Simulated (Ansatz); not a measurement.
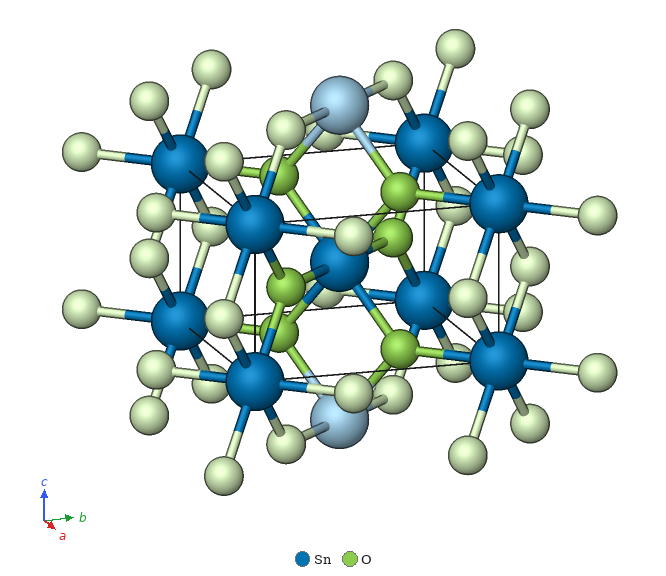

View slightly off an axis, drawn as a ball-and-stick model. Thin lines show the conventional unit cell, with boundary atoms drawn in all their periodic places. Outside the box, the atoms bonded to those within are drawn, in fainter colours.

SnO$_{2}$, space group Pnnm (No. 58), a = 4.761 Å, b = 5.037 Å, c = 3.200 Å, α = 90.00°, β = 90.00°, γ = 90.00°. The model was built from a structure listed in the Materials Project. The cell was then strained or its atoms displaced on purpose. An electronic-structure calculation with Ansatz was run on it.

This one geometry was computed with Ansatz (DFT, plane waves, PAW) at three levels of theory: PBE, HSE06 and r2SCAN. It was relaxed with r2SCAN and then strained.

Which level gives the highest pressure at this volume, and what does that say about its equilibrium volume?

Highest: PBE (-1.8 GPa), which points to the largest equilibrium volume. Lowest, with the smallest volume: HSE06 (-10.7 GPa). Levels within 0.5 GPa of each other can't be told apart.

How does the band gap change with the level of theory?

PBE: a gap of 0.66 eV, direct; r2SCAN: a gap of 1.27 eV, direct; HSE06: a gap of 2.31 eV, direct.

Collect the results in a table.

| level | cutoff (eV) | k-mesh of the run's cell | gap (eV) | pressure (GPa) |
| --- | --- | --- | --- | --- |
| PBE | 420 | 6×6×8 | 0.66 | -1.8 |
| HSE06 | 420 | 4×4×4 | 2.31 | -10.7 |
| r2SCAN | 500 | 6×6×8 | 1.27 | -9.3 |

Gaps are taken on the k-mesh or band path of each run.
